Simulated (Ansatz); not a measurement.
C

Input

```
crystal:
  lattice:
    - [2.5220988435, 0.0, 0.0]
    - [-1.2610494217, 2.1842016693, 0.0]
    - [0.0, 0.0, 4.1186]
  atoms:
    - { symbol: C, position: [0.3333333333, 0.6666666667, 0.0625] }
    - { symbol: C, position: [0.6666666667, 0.3333333333, 0.5625] }
    - { symbol: C, position: [0.3333333333, 0.6666666667, 0.4375] }
    - { symbol: C, position: [0.6666666667, 0.3333333333, 0.9375] }
basis:
  ecutwfc: 420
kpoints:
  mp_grid: { grid: [12, 12, 6] }
hamiltonian:
  xc: pbe
scf:
  occupations: { method: gaussian, width: 0.02 }
output:
  forces: true
  stress: true
  eigenvalues: true
  write_density: true
  write_potential: true
  elf: true
  volumetric_format: npy
relax:
  adjacent_minimum: "off"
  f_tol: 0.005
  max_steps: 80
  cell: { stress_tol: 0.05 }
```

Run with:

```sh
ansatz run input.yaml --threads 2 --pin off --max-ram 5120MiB --backend cpu --events-out ev --progress --plain --runs-dir out
```

Below, planes, directions and counts refer to the conventional cell (a = 2.51 Å, b = 2.51 Å, c = 4.18 Å, α = 90.00°, β = 90.00°, γ = 120.00°).

The fields are those of the run's last geometry, not of the input's.

Space group P6₃/mmc.

These are results of Ansatz 0.2.0, DFT PBE, scalar-relativistic, plane waves, PAW, not measurements.

**What can the converged valence pseudo-density and electron localisation function tell about the bonding?**

C–C (1.57 Å): ρ at the midpoint is about 1.6 e/Å³; the ELF peaks at about 0.95 between the atoms: localised, covalent bonding.

**Does the calculation make it a metal, or give it a gap?**

It is gapped, with a Kohn–Sham gap of 3.4 eV on the k-point mesh (the band edges may lie off the mesh, which would make the gap smaller).

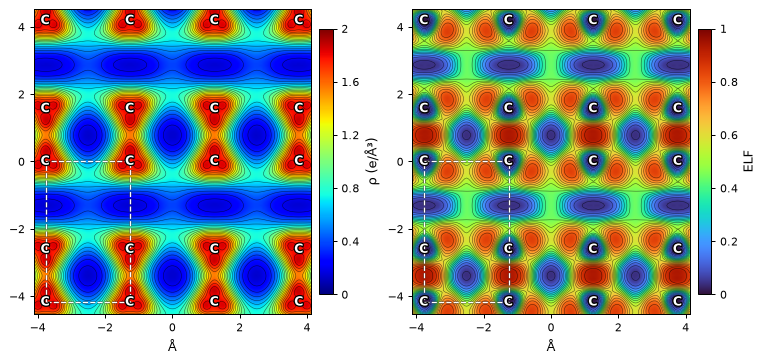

Computed valence pseudo-density and electron localisation function on the (010) plane of the conventional cell, in this order. Atoms just off the plane (C, 0.7 Å away) can leave unmarked features too.

The density is the valence pseudo-density of a PAW calculation; it isn't the true density close to the nuclei.
